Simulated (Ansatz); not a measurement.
Nudged elastic band of C (part 2 of 3)

Continued. System: C (defect cell, 15 atoms in the cell). Method: DFT PBE, scalar-relativistic, plane waves, PAW, no spin polarisation (Ansatz 0.2.0); cutoff 420 eV, 4×4×4 k-mesh, Gaussian smearing of 0.05 eV. The structure derives from an entry of the Crystallography Open Database. It belongs to a series of runs on one base structure; here: band between the two ends.

Geometry of the input (Å; fractional positions):
```
-3.5715  -3.5715  0.0000
0.0000  -3.5715  3.5715
-3.5715  0.0000  3.5715
C  0.2507  0.2493  0.2493
C  0.7493  0.7507  0.2493
C  0.2507  0.7507  0.2493
C  0.7493  0.2493  0.7507
C  0.2507  0.2493  0.7507
C  0.7493  0.7507  0.7507
C  0.2500  0.7500  0.7500
C  0.3486  0.3838  0.3838
C  0.8838  0.3838  0.3838
C  0.3747  0.8747  0.3758
C  0.8838  0.8486  0.3838
C  0.3747  0.3758  0.8747
C  0.8838  0.3838  0.8486
C  0.3747  0.8747  0.8747
C  0.8758  0.8747  0.8747
```

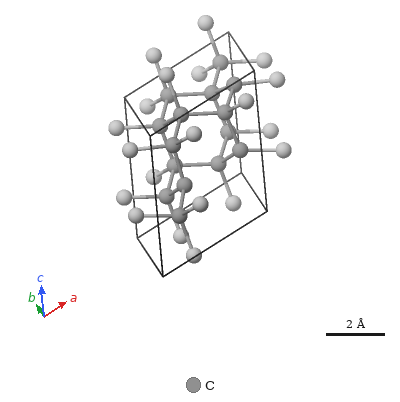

**Figure 1.** The input geometry (ball-and-stick view of the cell of the calculation, seen slightly off an axis; neighbours outside the cell are drawn fainter).

Output, continued
```
SCF iter   1: F=—  HF=-3755.617270 eV  |F-HF|=—  |Δ(HF+E_count)|=         —  Δρ=1.16e-2  dr2=1.25e-1  ethr=2.11e-4  ⟨swp⟩=3.7  Hψ=7554  notcnv=0
preconditioner: auto → Kerker (q_TF=auto, 2.545 Å⁻¹)  [metal: Δε(μ)=0.045 eV  Ē_g=15.887 eV  σ=0.050 eV  W_gap=0.47  n_scr=26 (ndim 8)  ℏωp=30.1 eV  f_vac=0.000  D(μ)=4.03/eV (n_scr^D=26)]
SCF iter   2: F=—  HF=-3755.600899 eV  |F-HF|=—  |Δ(HF+E_count)|=   1.64e-2  Δρ=5.20e-3  dr2=2.89e-2  ethr=2.08e-4  ⟨swp⟩=1.9  Hψ=1696  notcnv=0
SCF iter   3: F=—  HF=-3755.595569 eV  |F-HF|=—  |Δ(HF+E_count)|=   5.33e-3  Δρ=1.01e-3  dr2=1.09e-3  ethr=4.81e-5  ⟨swp⟩=1.8  Hψ=1716  notcnv=0
SCF iter   4: F=—  HF=-3755.595274 eV  |F-HF|=—  |Δ(HF+E_count)|=   2.95e-4  Δρ=2.15e-4  dr2=8.35e-5  ethr=1.81e-6  ⟨swp⟩=2.5  Hψ=2345  notcnv=0
SCF iter   5: F=—  HF=-3755.595254 eV  |F-HF|=—  |Δ(HF+E_count)|=   2.00e-5  Δρ=7.20e-5  dr2=1.07e-5  ethr=1.39e-7  ⟨swp⟩=2.8  Hψ=2508  notcnv=0
SCF iter   6: F=—  HF=-3755.595251 eV  |F-HF|=—  |Δ(HF+E_count)|=   2.80e-6  Δρ=1.98e-5  dr2=4.62e-7  ethr=1.78e-8  ⟨swp⟩=2.5  Hψ=2513  notcnv=0
SCF iter   7: F=-3755.595251 eV  HF=-3755.595251 eV  |F-HF|=5.74e-9  |Δ(HF+E_count)|=   1.39e-8  Δρ=4.51e-6  dr2=2.50e-8  ethr=1.67e-10  ⟨swp⟩=4.9  Hψ=5104  notcnv=0
SCF 6 converged in 7 iterations: F = -3755.595251 eV  dr2 = 2.50e-8
  greatest PAW one-centre occupation: 0.666 electrons in one spin orbital (limit 2), on the C atom at site 10 (counted from 0), in its partial waves of l = 0
NEB image 2
iter 1 solved again at ethr=2.85e-5 eV; its pass at ethr=3.10e-3 eV (dr2=1.71e-2 eV) is discarded
SCF iter   1: F=—  HF=-3753.688713 eV  |F-HF|=—  |Δ(HF+E_count)|=         —  Δρ=4.89e-3  dr2=1.48e-2  ethr=2.85e-5  ⟨swp⟩=4.4  Hψ=7012  notcnv=0  defer=1
preconditioner: auto → Resta (q_TF=auto, 2.545 Å⁻¹)  ε∞=4.8  [insulator: Δε(μ)=0.207 eV  Ē_g=15.543 eV  σ=0.050 eV  W_gap=0.69  n_scr=26 (ndim 8)  ℏωp=30.1 eV  f_vac=0.000  D(μ)=2.23/eV (n_scr^D=14)  ε∞_Penn≈4.8]
SCF iter   2: F=—  HF=-3753.686141 eV  |F-HF|=—  |Δ(HF+E_count)|=   2.57e-3  Δρ=2.48e-3  dr2=3.89e-3  ethr=2.47e-5  ⟨swp⟩=1.0  Hψ=1657  notcnv=0
SCF iter   3: F=—  HF=-3753.685292 eV  |F-HF|=—  |Δ(HF+E_count)|=   8.48e-4  Δρ=2.41e-4  dr2=9.41e-5  ethr=6.48e-6  ⟨swp⟩=2.2  Hψ=2399  notcnv=0
SCF iter   4: F=—  HF=-3753.685275 eV  |F-HF|=—  |Δ(HF+E_count)|=   1.77e-5  Δρ=7.07e-5  dr2=4.79e-6  ethr=1.57e-7  ⟨swp⟩=2.2  Hψ=2370  notcnv=0
SCF iter   5: F=—  HF=-3753.685274 eV  |F-HF|=—  |Δ(HF+E_count)|=   4.62e-7  Δρ=1.67e-5  dr2=1.61e-7  ethr=7.98e-9  ⟨swp⟩=2.2  Hψ=2651  notcnv=0
SCF iter   6: F=-3753.685274 eV  HF=-3753.685274 eV  |F-HF|=5.96e-10  |Δ(HF+E_count)|=   4.21e-8  Δρ=2.40e-6  dr2=3.66e-9  ethr=1.67e-10  ⟨swp⟩=4.1  Hψ=4645  notcnv=0
SCF 7 converged in 6 iterations: F = -3753.685274 eV  dr2 = 3.66e-9
  greatest PAW one-centre occupation: 0.662 electrons in one spin orbital (limit 2), on the C atom at site 7 (counted from 0), in its partial waves of l = 0
NEB image 3
iter 1 solved again at ethr=2.11e-4 eV; its pass at ethr=3.10e-3 eV (dr2=1.27e-1 eV) is discarded
SCF iter   1: F=—  HF=-3755.617259 eV  |F-HF|=—  |Δ(HF+E_count)|=         —  Δρ=1.16e-2  dr2=1.25e-1  ethr=2.11e-4  ⟨swp⟩=3.7  Hψ=7561  notcnv=0
SCF iter   2: F=—  HF=-3755.600896 eV  |F-HF|=—  |Δ(HF+E_count)|=   1.64e-2  Δρ=5.20e-3  dr2=2.89e-2  ethr=2.08e-4  ⟨swp⟩=1.9  Hψ=1695  notcnv=0
SCF iter   3: F=—  HF=-3755.595569 eV  |F-HF|=—  |Δ(HF+E_count)|=   5.33e-3  Δρ=1.01e-3  dr2=1.09e-3  ethr=4.81e-5  ⟨swp⟩=1.7  Hψ=1715  notcnv=0
SCF iter   4: F=—  HF=-3755.595275 eV  |F-HF|=—  |Δ(HF+E_count)|=   2.95e-4  Δρ=2.15e-4  dr2=8.33e-5  ethr=1.81e-6  ⟨swp⟩=2.5  Hψ=2363  notcnv=0
SCF iter   5: F=—  HF=-3755.595253 eV  |F-HF|=—  |Δ(HF+E_count)|=   2.14e-5  Δρ=7.15e-5  dr2=1.04e-5  ethr=1.39e-7  ⟨swp⟩=2.8  Hψ=2459  notcnv=0
SCF iter   6: F=—  HF=-3755.595251 eV  |F-HF|=—  |Δ(HF+E_count)|=   2.73e-6  Δρ=1.96e-5  dr2=4.63e-7  ethr=1.74e-8  ⟨swp⟩=2.4  Hψ=2456  notcnv=0
SCF iter   7: F=-3755.595251 eV  HF=-3755.595251 eV  |F-HF|=5.12e-9  |Δ(HF+E_count)|=   1.00e-8  Δρ=4.46e-6  dr2=2.43e-8  ethr=1.67e-10  ⟨swp⟩=4.9  Hψ=5092  notcnv=0
SCF 8 converged in 7 iterations: F = -3755.595251 eV  dr2 = 2.43e-8
  greatest PAW one-centre occupation: 0.666 electrons in one spin orbital (limit 2), on the C atom at site 4 (counted from 0), in its partial waves of l = 0
NEB iter   2: max|band force component| = 4.610e-1 eV/Å  barrier→ = 3.1998 eV  barrier← = 3.1998 eV  CI = image 2  Δτ_max = 0.0194 Å  (20 SCF iters)
NEB image 1
iter 1 solved again at ethr=5.73e-5 eV; its pass at ethr=3.10e-3 eV (dr2=3.44e-2 eV) is discarded
SCF iter   1: F=—  HF=-3755.675443 eV  |F-HF|=—  |Δ(HF+E_count)|=         —  Δρ=5.97e-3  dr2=3.40e-2  ethr=5.73e-5  ⟨swp⟩=3.4  Hψ=6318  notcnv=0
preconditioner: auto → Resta (q_TF=auto, 2.545 Å⁻¹)  ε∞=4.6  [insulator: Δε(μ)=0.094 eV  Ē_g=15.918 eV  σ=0.050 eV  W_gap=0.78  n_scr=26 (ndim 8)  ℏωp=30.1 eV  f_vac=0.000  D(μ)=2.14/eV (n_scr^D=14)  ε∞_Penn≈4.6]
SCF iter   2: F=—  HF=-3755.669817 eV  |F-HF|=—  |Δ(HF+E_count)|=   5.63e-3  Δρ=2.35e-3  dr2=5.48e-3  ethr=5.67e-5  ⟨swp⟩=1.1  Hψ=1625  notcnv=0
SCF iter   3: F=—  HF=-3755.668583 eV  |F-HF|=—  |Δ(HF+E_count)|=   1.23e-3  Δρ=3.94e-4  dr2=1.13e-4  ethr=9.13e-6  ⟨swp⟩=1.9  Hψ=1762  notcnv=0
SCF iter   4: F=—  HF=-3755.668553 eV  |F-HF|=—  |Δ(HF+E_count)|=   3.04e-5  Δρ=9.36e-5  dr2=7.43e-6  ethr=1.88e-7  ⟨swp⟩=2.3  Hψ=2244  notcnv=0
SCF iter   5: F=—  HF=-3755.668561 eV  |F-HF|=—  |Δ(HF+E_count)|=   7.83e-6  Δρ=2.28e-5  dr2=4.10e-7  ethr=1.24e-8  ⟨swp⟩=2.4  Hψ=2551  notcnv=0
SCF iter   6: F=-3755.668561 eV  HF=-3755.668561 eV  |F-HF|=4.84e-9  |Δ(HF+E_count)|=   6.13e-8  Δρ=3.50e-6  dr2=1.54e-8  ethr=1.67e-10  ⟨swp⟩=5.0  Hψ=5100  notcnv=0
SCF 9 converged in 6 iterations: F = -3755.668561 eV  dr2 = 1.54e-8
  greatest PAW one-centre occupation: 0.668 electrons in one spin orbital (limit 2), on the C atom at site 12 (counted from 0), in its partial waves of l = 0
NEB image 2
iter 1 solved again at ethr=6.88e-6 eV; its pass at ethr=3.10e-3 eV (dr2=4.13e-3 eV) is discarded
SCF iter   1: F=—  HF=-3753.694843 eV  |F-HF|=—  |Δ(HF+E_count)|=         —  Δρ=2.30e-3  dr2=4.00e-3  ethr=6.88e-6  ⟨swp⟩=3.4  Hψ=5977  notcnv=0
preconditioner: auto → Resta (q_TF=auto, 2.545 Å⁻¹)  ε∞=4.8  [insulator: Δε(μ)=0.231 eV  Ē_g=15.552 eV  σ=0.050 eV  W_gap=0.74  n_scr=26 (ndim 8)  ℏωp=30.1 eV  f_vac=0.000  D(μ)=2.24/eV (n_scr^D=14)  ε∞_Penn≈4.8]
SCF iter   2: F=—  HF=-3753.694021 eV  |F-HF|=—  |Δ(HF+E_count)|=   8.23e-4  Δρ=1.13e-3  dr2=8.98e-4  ethr=6.67e-6  ⟨swp⟩=1.0  Hψ=1622  notcnv=0
SCF iter   3: F=—  HF=-3753.693757 eV  |F-HF|=—  |Δ(HF+E_count)|=   2.63e-4  Δρ=1.27e-4  dr2=1.31e-5  ethr=1.50e-6  ⟨swp⟩=2.7  Hψ=2437  notcnv=0
SCF iter   4: F=—  HF=-3753.693756 eV  |F-HF|=—  |Δ(HF+E_count)|=   1.12e-6  Δρ=2.71e-5  dr2=6.23e-7  ethr=2.18e-8  ⟨swp⟩=2.3  Hψ=2369  notcnv=0
iter 5 did not close the SCF: its close was put off for the readings that it lacked (scf_convergence_deferred on its scf_iter line)
SCF iter   5: F=-3753.693756 eV  HF=-3753.693756 eV  |F-HF|=1.79e-8  |Δ(HF+E_count)|=   7.05e-8  Δρ=6.05e-6  dr2=3.63e-8  ethr=1.04e-9  ⟨swp⟩=2.1  Hψ=2644  notcnv=0
SCF iter   6: F=-3753.693756 eV  HF=-3753.693756 eV  |F-HF|=2.28e-10  |Δ(HF+E_count)|=   1.99e-9  Δρ=7.59e-7  dr2=7.20e-10  ethr=6.05e-11  ⟨swp⟩=2.0  Hψ=5266  notcnv=0
SCF 10 converged in 6 iterations: F = -3753.693756 eV  dr2 = 7.20e-10
  greatest PAW one-centre occupation: 0.663 electrons in one spin orbital (limit 2), on the C atom at site 7 (counted from 0), in its partial waves of l = 0
NEB image 3
iter 1 solved again at ethr=5.73e-5 eV; its pass at ethr=3.10e-3 eV (dr2=3.44e-2 eV) is discarded
SCF iter   1: F=—  HF=-3755.675441 eV  |F-HF|=—  |Δ(HF+E_count)|=         —  Δρ=5.97e-3  dr2=3.40e-2  ethr=5.73e-5  ⟨swp⟩=3.4  Hψ=6339  notcnv=0
SCF iter   2: F=—  HF=-3755.669823 eV  |F-HF|=—  |Δ(HF+E_count)|=   5.62e-3  Δρ=2.35e-3  dr2=5.48e-3  ethr=5.67e-5  ⟨swp⟩=1.1  Hψ=1624  notcnv=0
SCF iter   3: F=—  HF=-3755.668591 eV  |F-HF|=—  |Δ(HF+E_count)|=   1.23e-3  Δρ=3.93e-4  dr2=1.12e-4  ethr=9.14e-6  ⟨swp⟩=1.9  Hψ=1769  notcnv=0
SCF iter   4: F=—  HF=-3755.668557 eV  |F-HF|=—  |Δ(HF+E_count)|=   3.35e-5  Δρ=9.17e-5  dr2=7.24e-6  ethr=1.87e-7  ⟨swp⟩=2.1  Hψ=2244  notcnv=0
SCF iter   5: F=—  HF=-3755.668560 eV  |F-HF|=—  |Δ(HF+E_count)|=   3.08e-6  Δρ=2.20e-5  dr2=3.91e-7  ethr=1.21e-8  ⟨swp⟩=2.3  Hψ=2500  notcnv=0
SCF iter   6: F=-3755.668560 eV  HF=-3755.668560 eV  |F-HF|=4.18e-9  |Δ(HF+E_count)|=   5.91e-8  Δρ=3.45e-6  dr2=1.46e-8  ethr=1.67e-10  ⟨swp⟩=5.0  Hψ=5134  notcnv=0
SCF 11 converged in 6 iterations: F = -3755.668560 eV  dr2 = 1.46e-8
  greatest PAW one-centre occupation: 0.668 electrons in one spin orbital (limit 2), on the C atom at site 4 (counted from 0), in its partial waves of l = 0
NEB iter   3: max|band force component| = 1.120e-1 eV/Å  barrier→ = 3.1914 eV  barrier← = 3.1914 eV  CI = image 2  Δτ_max = 0.0052 Å  (18 SCF iters)
NEB image 1
iter 1 solved again at ethr=5.42e-6 eV; its pass at ethr=3.10e-3 eV (dr2=3.25e-3 eV) is discarded
SCF iter   1: F=—  HF=-3755.686190 eV  |F-HF|=—  |Δ(HF+E_count)|=         —  Δρ=1.71e-3  dr2=3.24e-3  ethr=5.42e-6  ⟨swp⟩=2.0  Hψ=5473  notcnv=0
preconditioner: auto → Resta (q_TF=auto, 2.545 Å⁻¹)  ε∞=4.6  [insulator: Δε(μ)=0.092 eV  Ē_g=15.926 eV  σ=0.050 eV  W_gap=0.77  n_scr=26 (ndim 8)  ℏωp=30.1 eV  f_vac=0.000  D(μ)=2.18/eV (n_scr^D=14)  ε∞_Penn≈4.6]
SCF iter   2: F=—  HF=-3755.685723 eV  |F-HF|=—  |Δ(HF+E_count)|=   4.67e-4  Δρ=6.79e-4  dr2=5.73e-4  ethr=5.41e-6  ⟨swp⟩=1.1  Hψ=1625  notcnv=0
SCF iter   3: F=—  HF=-3755.685603 eV  |F-HF|=—  |Δ(HF+E_count)|=   1.20e-4  Δρ=1.32e-4  dr2=1.88e-5  ethr=9.55e-7  ⟨swp⟩=1.8  Hψ=1738  notcnv=0
SCF iter   4: F=—  HF=-3755.685600 eV  |F-HF|=—  |Δ(HF+E_count)|=   2.88e-6  Δρ=3.46e-5  dr2=1.13e-6  ethr=3.13e-8  ⟨swp⟩=2.2  Hψ=2207  notcnv=0
iter 5 did not close the SCF: its close was put off for the readings that it lacked (scf_convergence_deferred on its scf_iter line)
SCF iter   5: F=-3755.685600 eV  HF=-3755.685600 eV  |F-HF|=5.74e-8  |Δ(HF+E_count)|=   2.98e-7  Δρ=9.93e-6  dr2=9.81e-8  ethr=1.89e-9  ⟨swp⟩=2.1  Hψ=2333  notcnv=0
SCF iter   6: F=-3755.685600 eV  HF=-3755.685600 eV  |F-HF|=2.09e-10  |Δ(HF+E_count)|=   1.33e-8  Δρ=1.61e-6  dr2=2.11e-9  ethr=1.64e-10  ⟨swp⟩=2.2  Hψ=5379  notcnv=0
SCF 12 converged in 6 iterations: F = -3755.685600 eV  dr2 = 2.11e-9
  greatest PAW one-centre occupation: 0.668 electrons in one spin orbital (limit 2), on the C atom at site 10 (counted from 0), in its partial waves of l = 0
NEB image 2
iter 1 solved again at ethr=1.55e-7 eV; its pass at ethr=3.10e-3 eV (dr2=9.29e-5 eV) is discarded
SCF iter   1: F=—  HF=-3753.693969 eV  |F-HF|=—  |Δ(HF+E_count)|=         —  Δρ=3.19e-4  dr2=8.60e-5  ethr=1.55e-7  ⟨swp⟩=2.0  Hψ=5140  notcnv=0
preconditioner: auto → Resta (q_TF=auto, 2.545 Å⁻¹)  ε∞=4.8  [insulator: Δε(μ)=0.227 eV  Ē_g=15.549 eV  σ=0.050 eV  W_gap=0.74  n_scr=26 (ndim 8)  ℏωp=30.1 eV  f_vac=0.000  D(μ)=2.24/eV (n_scr^D=14)  ε∞_Penn≈4.8]
SCF iter   2: F=—  HF=-3753.693952 eV  |F-HF|=—  |Δ(HF+E_count)|=   1.70e-5  Δρ=1.56e-4  dr2=1.77e-5  ethr=1.43e-7  ⟨swp⟩=2.6  Hψ=2247  notcnv=0
SCF iter   3: F=—  HF=-3753.693948 eV  |F-HF|=—  |Δ(HF+E_count)|=   4.06e-6  Δρ=1.70e-5  dr2=1.87e-7  ethr=2.95e-8  ⟨swp⟩=2.1  Hψ=2316  notcnv=0
iter 4 did not close the SCF: its close was put off for the readings that it lacked (scf_convergence_deferred on its scf_iter line)
SCF iter   4: F=-3753.693948 eV  HF=-3753.693948 eV  |F-HF|=9.08e-10  |Δ(HF+E_count)|=   2.64e-8  Δρ=2.64e-6  dr2=8.50e-9  ethr=3.11e-10  ⟨swp⟩=2.4  Hψ=2581  notcnv=0
iter 5 did not close the SCF: its close was put off for the readings that it lacked (scf_convergence_deferred on its scf_iter line)
SCF iter   5: F=-3753.693948 eV  HF=-3753.693948 eV  |F-HF|=1.77e-11  |Δ(HF+E_count)|=   1.26e-9  Δρ=5.39e-7  dr2=2.26e-10  ethr=1.42e-11  ⟨swp⟩=2.3  Hψ=2641  notcnv=0
SCF iter   6: F=-3753.693948 eV  HF=-3753.693948 eV  |F-HF|=9.09e-13  |Δ(HF+E_count)|=  6.55e-11  Δρ=6.32e-8  dr2=2.67e-12  ethr=1.00e-12  ⟨swp⟩=1.0  Hψ=4434  notcnv=0
SCF 13 converged in 6 iterations: F = -3753.693948 eV  dr2 = 2.67e-12
NEB image 3
iter 1 solved again at ethr=5.42e-6 eV; its pass at ethr=3.10e-3 eV (dr2=3.25e-3 eV) is discarded
SCF iter   1: F=—  HF=-3755.686194 eV  |F-HF|=—  |Δ(HF+E_count)|=         —  Δρ=1.71e-3  dr2=3.24e-3  ethr=5.42e-6  ⟨swp⟩=2.0  Hψ=5460  notcnv=0
SCF iter   2: F=—  HF=-3755.685725 eV  |F-HF|=—  |Δ(HF+E_count)|=   4.69e-4  Δρ=6.79e-4  dr2=5.73e-4  ethr=5.41e-6  ⟨swp⟩=1.1  Hψ=1625  notcnv=0
SCF iter   3: F=—  HF=-3755.685607 eV  |F-HF|=—  |Δ(HF+E_count)|=   1.18e-4  Δρ=1.32e-4  dr2=1.87e-5  ethr=9.56e-7  ⟨swp⟩=1.8  Hψ=1747  notcnv=0
SCF iter   4: F=—  HF=-3755.685599 eV  |F-HF|=—  |Δ(HF+E_count)|=   7.20e-6  Δρ=3.40e-5  dr2=1.11e-6  ethr=3.12e-8  ⟨swp⟩=2.3  Hψ=2225  notcnv=0
iter 5 did not close the SCF: its close was put off for the readings that it lacked (scf_convergence_deferred on its scf_iter line)
SCF iter   5: F=-3755.685599 eV  HF=-3755.685599 eV  |F-HF|=5.47e-8  |Δ(HF+E_count)|=   2.90e-7  Δρ=9.76e-6  dr2=9.45e-8  ethr=1.84e-9  ⟨swp⟩=2.1  Hψ=2368  notcnv=0
SCF iter   6: F=-3755.685599 eV  HF=-3755.685599 eV  |F-HF|=2.01e-10  |Δ(HF+E_count)|=   1.30e-8  Δρ=1.58e-6  dr2=2.06e-9  ethr=1.58e-10  ⟨swp⟩=2.1  Hψ=5339  notcnv=0
SCF 14 converged in 6 iterations: F = -3755.685599 eV  dr2 = 2.06e-9
  greatest PAW one-centre occupation: 0.668 electrons in one spin orbital (limit 2), on the C atom at site 2 (counted from 0), in its partial waves of l = 0
NEB image 1
NSCF: frozen V_eff on 36 k-points
NEB image 3
NSCF: frozen V_eff on 36 k-points
NEB image 2
NSCF: frozen V_eff on 36 k-points
the search or the solves at the SCF's close seem to have found levels that the self-consistency loop had missed (the run counts 5). By its estimate they hold under 1e-12 electrons; where the run keeps them, the occupations were computed again with them
NEB iter   4: max|band force component| = 3.870e-2 eV/Å  barrier→ = 3.1912 eV  barrier← = 3.1912 eV  CI = image 2  Δτ_max = 0.0000 Å  (18 SCF iters)
```
